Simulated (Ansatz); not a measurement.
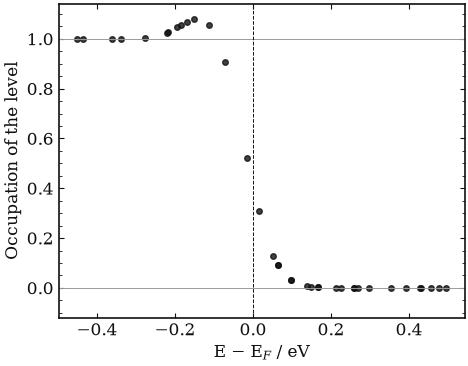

Occupations of the one-electron levels of the k mesh against their energy, from a run on N, space group Fm-3m, 1 atom in the cell, with Ansatz.

Question: Name the smearing function and its width.

Answer: cold (Marzari-Vanderbilt) smearing with a width of 0.1 eV. The occupations overshoot 1 below the Fermi level (up to 1.08) but never turn negative, and they are not symmetric about it.
